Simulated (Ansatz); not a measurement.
# Energy of BeS along an even scaling of the cell

System: BeS (F-43m, 2 atoms in the cell).
Method: DFT PBE, scalar-relativistic, plane waves, PAW, no spin polarisation (Ansatz 0.2.0).

The 6 runs differ only in the geometry, by an even scaling of the cell at fixed fractional positions. The structure was made by a generator, so it may or may not be a known phase.

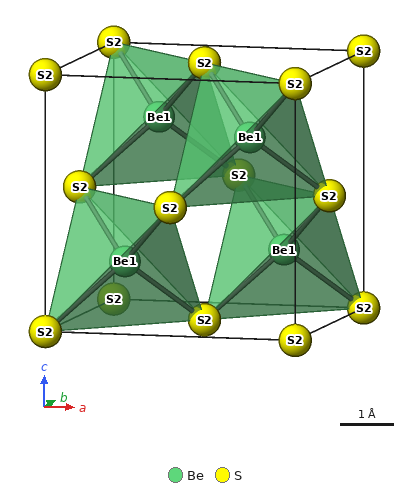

Figure 1. The structure of run 4 (polyhedral view of the cell 4 times as large as that of the calculation, set on its symmetry axes, seen slightly off an axis; polyhedra are completed across the faces of the cell; atoms are numbered from 1 in the order of the input).

### Input of run 4
```yaml
crystal:
  lattice:
    - [0.0, 2.4623068247, 2.4623068247]
    - [2.4623068247, 0.0, 2.4623068247]
    - [2.4623068247, 2.4623068247, 0.0]
  atoms:
    - { symbol: Be, position: [0.75, 0.75, 0.75] }
    - { symbol: S, position: [0.0, 0.0, 0.0] }
basis:
  ecutwfc: 420
kpoints:
  mp_grid: { grid: [8, 8, 8] }
hamiltonian:
  xc: pbe
scf:
  occupations: { method: gaussian, width: 0.02 }
output:
  forces: true
  stress: true
  eigenvalues: true
```

Command:
```bash
ansatz run input.yaml --threads 1 --pin off --max-ram 2560MiB --backend cpu --events-out ev --progress --plain --runs-dir out
```

Run 2 differs from it as follows:
```diff
-    - [0.0, 2.4623068247, 2.4623068247]
-    - [2.4623068247, 0.0, 2.4623068247]
-    - [2.4623068247, 2.4623068247, 0.0]
+    - [0.0, 2.3883925716, 2.3883925716]
+    - [2.3883925716, 0.0, 2.3883925716]
+    - [2.3883925716, 2.3883925716, 0.0]
```

### Results, with one run withheld

```csv
run,volume per atom (Å³),"free energy per atom, from the lowest run given (meV)",pressure (GPa),gap on the mesh (eV)
1,12.755,70.33,15.10,2.83
2,13.624,?,?,?
3,14.059,0.30,2.99,3.08
4,14.929,0.00,−2.61,3.21
5,15.364,10.21,−4.86,3.26
6,15.943,32.52,−7.40,3.33
```

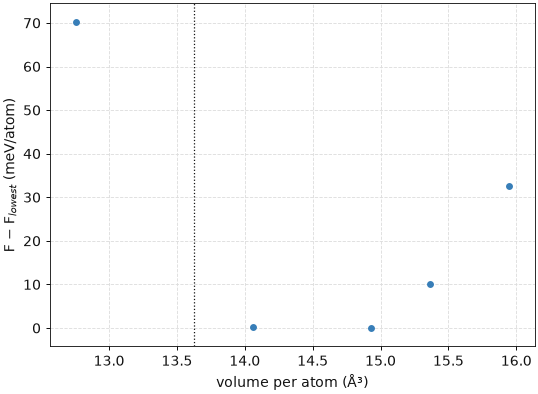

Figure 2. Free energy per atom of the runs given; the dotted line marks run 2.

Estimate the energy of run 2 from the others.

A cubic polynomial in V^(−2/3) (the Birch–Murnaghan form), fitted to the 5 runs given, misses them by under 0.01 meV per atom. With x = V^(−2/3) − 0.16789 Å⁻², it reads F = −3.6046 − 228.76 x + 3.3448e+05 x² − 2.1554e+05 x³ (meV per atom). At run 2 it gives 13.01 meV per atom, and the run itself gives 13.00. The slope of the fit gives a pressure −dF/dV of 6.46 GPa there, and the run prints 6.45 GPa. The fit has its minimum at 14.492 Å³ per atom, where V d²F/dV² gives 93 GPa: the bulk modulus at this level, since symmetry fixes the shape and the positions. The gap on the mesh goes, without turning, from 2.83 eV in run 1 to 3.33 eV in run 6; run 2 has 3.00 eV. These are gaps of this functional on this mesh, which can miss the band edges; they aren't the measured gap.

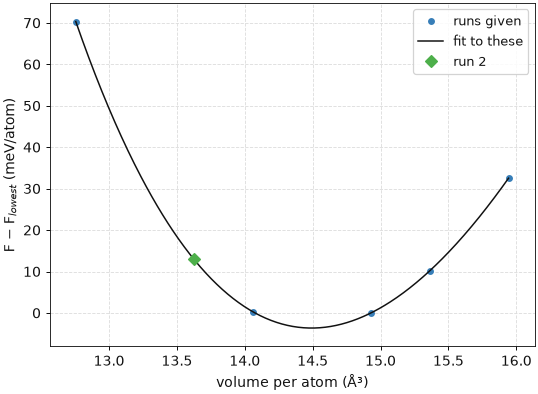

Figure 3. The fit and the withheld run.

### Output, shortened to warnings, some set-up lines, iterations and results (run 2)
```
Basis set: ecut = 420 eV, 531 PW (Γ), exchange–correlation on 48×48×48 points (8 copies of the dense FFT grid, shifted against one another)
Symmetry: 24 space group operations
k-points: 29 of 512 (time reversal used)
Initial density: superposition of atomic densities (neutral atoms: chi_scale 0, normalization atom), corrected by the library's trained network
[...]
SCF iter   1: F=—  HF=-996.932769 eV  |F-HF|=—  |Δ(HF+E_count)|=         —  Δρ=1.02e-3  dr2=3.09e-4  ethr=1.77e-3  ⟨swp⟩=5.4  Hψ=1932  notcnv=0
SCF iter   2: F=—  HF=-996.932119 eV  |F-HF|=—  |Δ(HF+E_count)|=   6.50e-4  Δρ=4.85e-4  dr2=5.93e-5  ethr=3.86e-6  ⟨swp⟩=2.1  Hψ=660  notcnv=0
SCF iter   3: F=—  HF=-996.932163 eV  |F-HF|=—  |Δ(HF+E_count)|=   4.43e-5  Δρ=1.72e-4  dr2=4.22e-6  ethr=7.42e-7  ⟨swp⟩=2.0  Hψ=319  notcnv=0
SCF iter   4: F=—  HF=-996.932195 eV  |F-HF|=—  |Δ(HF+E_count)|=   3.11e-5  Δρ=5.01e-5  dr2=4.81e-7  ethr=5.28e-8  ⟨swp⟩=2.6  Hψ=344  notcnv=0
SCF iter   5: F=-996.932197 eV  HF=-996.932197 eV  |F-HF|=4.70e-9  |Δ(HF+E_count)|=   1.93e-6  Δρ=3.94e-6  dr2=3.65e-9  ethr=6.02e-9  ⟨swp⟩=2.3  Hψ=345  notcnv=0
SCF iter   6: F=-996.932197 eV  HF=-996.932197 eV  |F-HF|=5.41e-11  |Δ(HF+E_count)|=   6.42e-9  Δρ=3.65e-7  dr2=2.05e-11  ethr=4.56e-11  ⟨swp⟩=1.1  Hψ=699  notcnv=0
SCF 1 converged in 6 iterations: F = -996.932197 eV  dr2 = 2.05e-11
SCF converged after 6 iterations
Free energy (F): -996.932197 eV
Harris-Foulkes:  -996.932197 eV  (|F-HF|=5.41e-11)
Internal energy: -996.932197 eV  (E = F + TS)
E sigma→0 (E₀):  -996.932197 eV
Fermi energy:    7.379089 eV
--- Per-component energies (eV) ---
  E_band       = 4.478207
  E_kinetic    = 129.841520
  E_local      = -110.559226  (includes V_loc(G=0)·N_el)
  E_nonlocal   = 32.987037
  E_hartree    = 34.128750
  E_xc         = -117.862517
  E_vxc        = -109.558963  (∫ρ·V_xc dr)
  E_paw        = -660.036630  (= ΣΔE_a)
  E_vpaw       = -6.489658  (= ΣTr[D̂ρ^β])
  E_aug_tail   = 0.000001  (compensation charges beyond the density's cutoff)
  E_ewald      = -305.431132
  E_smearing   = -0.000000  (= −TS)
  E_closure    = -0.000000  (closes the sum)
  Σ components = -996.932197   (vs F -996.932197, Δ=0.00e0)
--- Forces (eV/Å), atoms counted from 1 ---
  atom   1  Be     0.00000000    -0.00000000     0.00000000
  atom   2  S      0.00000000    -0.00000000     0.00000000
  max |Σ_I F_I| component: 4.42e-16 eV/Å
--- Stress (GPa, compression-positive) ---
        6.450727       0.000000      -0.000000
       -0.000000       6.450727       0.000000
       -0.000000       0.000000       6.450727
  P = ⅓ Tr σ = 6.4507 GPa (64.507 kbar)
```
